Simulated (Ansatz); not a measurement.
System: SiC₈ (slab).

Input file:

```
crystal:
  lattice:
    - [4.9313048819, 0.0, 0.0]
    - [-2.4656524409, 4.2706353015, 0.0]
    - [0.0, 0.0, 17.4000331942]
  atoms:
    - { symbol: C, position: [0.3333333333, 0.1666666667, 0.2298865266] }
    - { symbol: C, position: [0.3333333333, 0.6666666667, 0.2298865266] }
    - { symbol: C, position: [0.8333333333, 0.1666666667, 0.2298865266] }
    - { symbol: C, position: [0.8333333333, 0.6666666667, 0.2298865266] }
    - { symbol: C, position: [0.1666666667, 0.3333333333, 0.2298846189] }
    - { symbol: C, position: [0.1666666667, 0.8333333333, 0.2298846189] }
    - { symbol: C, position: [0.6666666667, 0.3333333333, 0.2298846189] }
    - { symbol: C, position: [0.6666666667, 0.8333333333, 0.2298846189] }
    - { symbol: Si, position: [0.5, 0.25, 0.4252884527], spin: 2.0 }
basis:
  ecutwfc: 420
kpoints:
  mp_grid: { grid: [6, 6, 1] }
hamiltonian:
  xc: pbe
  pseudopotentials: { kind: paw, azcp: { folder: soft_1 } }
  dispersion: d3bj
scf:
  occupations: { method: gaussian, width: 0.1 }
output:
  forces: true
  eigenvalues: true
  populations: true
  write_density: true
  write_potential: true
  elf: true
  volumetric_format: npy
magnetization:
  spin_polarized: true
efield:
  axis: 3
  dipole_correction: true
  ramp_width: 0.04
```

Command:

```sh
ansatz run input.yaml --threads 1 --pin off --max-ram 3072MiB --backend cpu --events-out ev --progress --plain --runs-dir out
```

PAW files of the earlier set (soft_1); spin-polarised.

Method: DFT PBE+D3(BJ), scalar-relativistic, plane waves, PAW in Ansatz.

Predict the valence pseudo-density, electron localisation function and spin density between the atoms.

Answer. C–C (1.42 Å): ρ at the midpoint is about 2 e/Å³; the ELF peaks at about 0.95 between the atoms.
The spin density sits on Si: +1.2 μB in one cell of 9 atoms: a single local moment. The cell of the calculation (9 atoms) carries 2.0 μB of net spin moment.

Metal or insulator at this level of theory?

Answer. It is metallic or semimetallic at this level of theory: no gap opens.

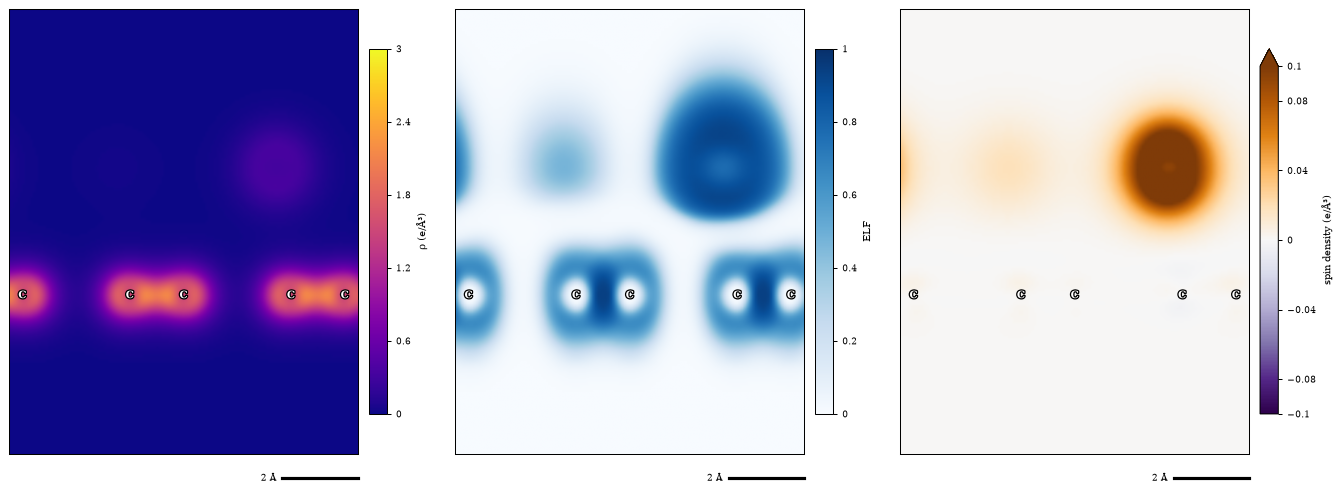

Computed valence pseudo-density, electron localisation function and spin density on the (110) plane of the calculation cell, a cut from vacuum to vacuum, in this order. Atoms just off the plane (Si, 0.6 Å away) can leave unmarked features too.

The density is the valence pseudo-density of a PAW calculation; it isn't the true density close to the nuclei.
